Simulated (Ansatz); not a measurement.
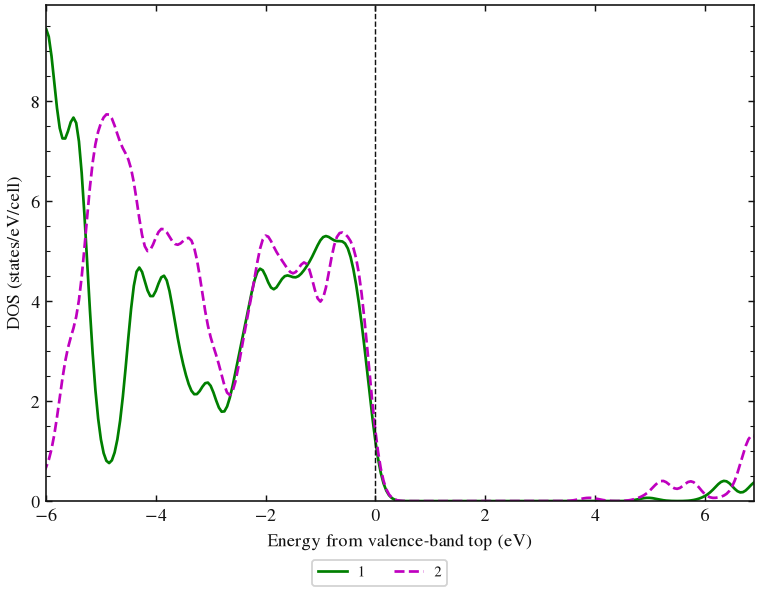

Total densities of states of Mg2ZnO3, space group P-3m1 (No. 164), 6 atoms in the cell, by two methods on the same cell. The curves are built from the levels of the k mesh with Gaussians 0.4 eV wide, which also blur the band edges. Each is counted from its own valence-band top.

Q: Which curve is which? The methods: r2SCAN, HSE06.

A: 1 is HSE06; 2 is r2SCAN. HSE06 gives a gap of 4.97 eV and r2SCAN gives a gap of 3.90 eV.

Settings. HSE06: DFT, HSE06, plane waves, PAW, no spin polarisation, 6×6×2 k mesh, 420 eV cutoff (Ansatz). r2SCAN: DFT, r2SCAN, plane waves, PAW, no spin polarisation, 6×6×2 k mesh, 500 eV cutoff (Ansatz).
